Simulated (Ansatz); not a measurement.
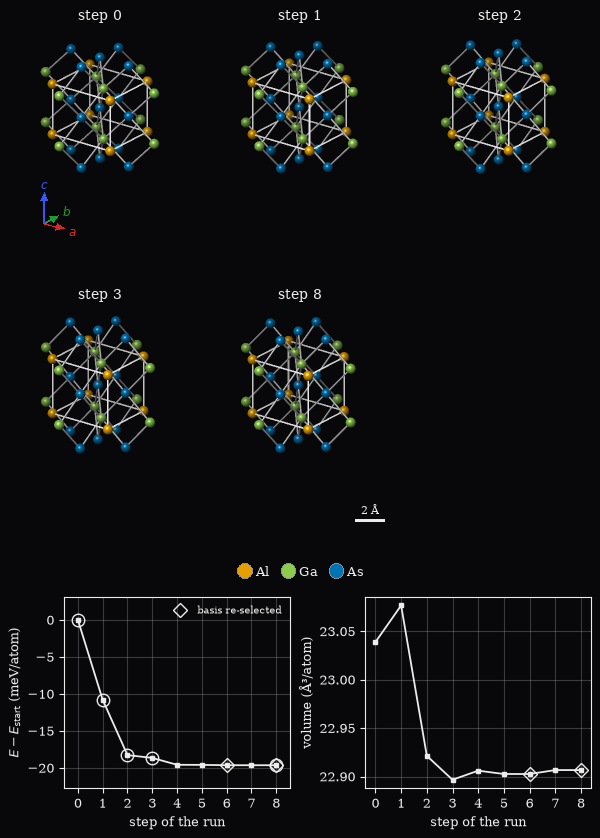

Frames of a relaxation of solid AlGa2As3 (a generated structure, set up in P6/mmm), marked on the history of the run. The picture is a ball-and-stick view of the cell of the calculation, seen slightly off an axis.

Theory: DFT PBE, scalar-relativistic, plane waves, PAW in Ansatz 0.2.0. Set-up: plane-wave cutoff 420 eV; k-point mesh 6 × 6 × 10; occupations gaussian; smearing width 0.1 eV; no spin polarisation; cell and atoms relaxed; force threshold 0.01 eV/Å; at most 80 steps.

### What happens along the run?

After 6 accepted moves (8 points after the start) the energy has fallen by 19.6 meV per atom. All forces vanish by symmetry, so only the cell relaxes. Pressure: 0.43 GPa at the start and 0.00 GPa at the end. The SCF was repeated twice at an unchanged geometry on a basis and grid sized afresh for the cell, which shifted the energy by less than 0.05 meV per atom at most. No atom moves by more than 0.005 Å relative to the cell. The volume changes by −0.6 %, with a = b 6.658 → 6.428 Å (−3.5 %), c 3.601 → 3.841 Å (+6.7 %). Some distances before and after: As–Ga 2.634 → 2.670 Å. Among the angles between lasting bonds that change: Ga–As–Ga 93.7° → 88.0°, Ga–As–Ga 86.3° → 92.0°, As–Ga–As 86.3° → 92.0°. The space group stays P6/mmm (No. 191). From step 0 to 1: volume +0.2 %, energy −10.8 meV per atom. From step 1 to 2: volume −0.7 %, energy −7.5 meV per atom. From step 2 to 3: volume −0.1 %, energy −0.4 meV per atom. From step 3 to 8: energy −1.0 meV per atom.

```csv
step,"E − E(0), meV/atom","pressure, GPa","volume, Å³/atom",note
0,0.00,0.43,23.039,
1,-10.80,0.05,23.077,
2,-18.27,0.15,22.921,
3,-18.65,-0.13,22.897,
4,-19.57,-0.02,22.906,
5,-19.59,0.01,22.903,
6,-19.63,0.01,22.903,"same geometry, new basis"
7,-19.63,0.00,22.907,
8,-19.63,0.00,22.907,"same geometry, new basis"
```
